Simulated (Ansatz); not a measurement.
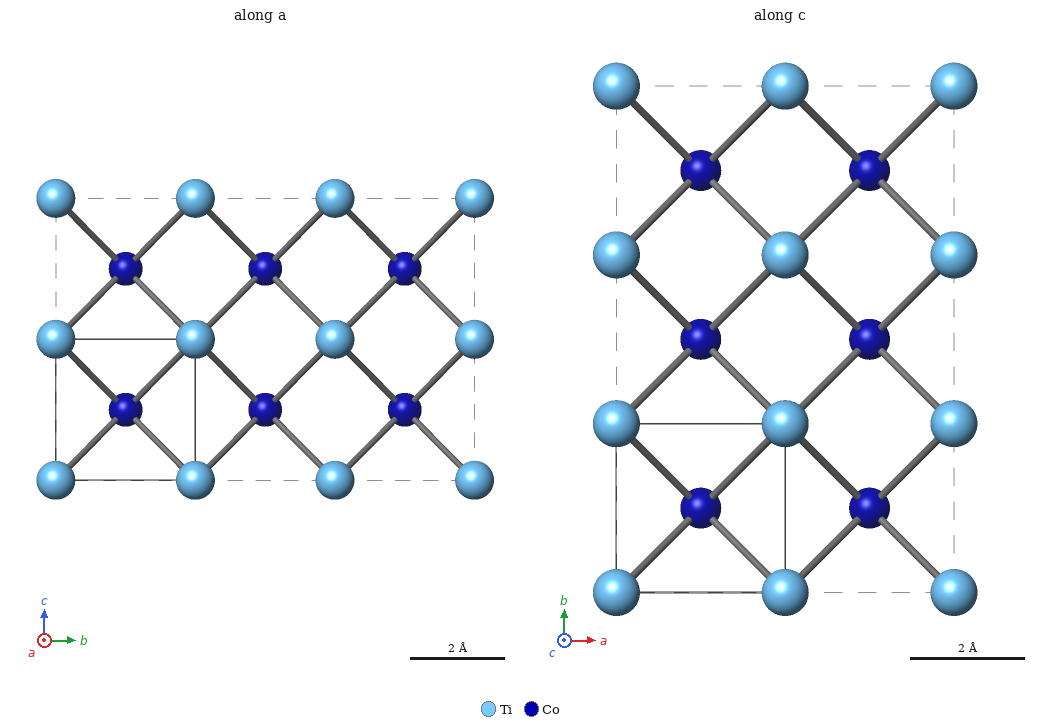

The crystal in a ball-and-stick representation, seen along the a axis and along the c axis. Solid lines give the unit cell, repeated here 2×3×2 times.

TiCo, a = 2.99 Å, b = 2.99 Å, c = 3.02 Å, α = 90.00°, β = 90.00°, γ = 90.00°.

Method used: DFT PBE, scalar-relativistic, plane waves, PAW in Ansatz. It ran with plane waves to 420 eV, 18×18×18 k-mesh, Gaussian smearing of 0.1 eV, collinear spins. The state is ferromagnetic, in a cell of 2 atoms.

> How large a gap does the method give, if there is one?

A metal: bands cross the Fermi level.

> How far is the cell from zero pressure?

The computed pressure is -1.7 GPa (stretched: it would shrink). The stress isn't hydrostatic: its largest component is 2.6 GPa.

Origin of the cell: a structure listed in the Materials Project. The cell was then strained or its atoms displaced on purpose. A calculation with Ansatz used it as input.
